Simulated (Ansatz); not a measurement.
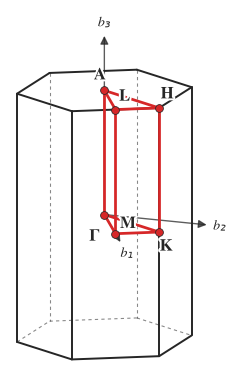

Crystal: La₂O₃, the geometry relaxed with Ansatz, DFT, r2SCAN, plane waves, PAW. The figure shows the first Brillouin zone with its special points and a band path. All values are computed from the atomic coordinates in the standard setting (tolerance 0.002 Å).

Labels and path follow the convention of Hinuma et al. (2017), as computed by seekpath; the arrows show the directions of the reciprocal primitive vectors b₁, b₂, b₃.

### What lattice type do the shape and the labels point to?

A primitive hexagonal lattice (hP; extended symbol hP2). The zone is a hexagonal prism in its combinatorial type: 8 faces (6 with 4 edges, 2 with 6 edges), 18 edges, 12 vertices.

### In which order does the conventional band path visit the special points?

Γ–M–K–Γ–A–L–H–A | L–M | H–K
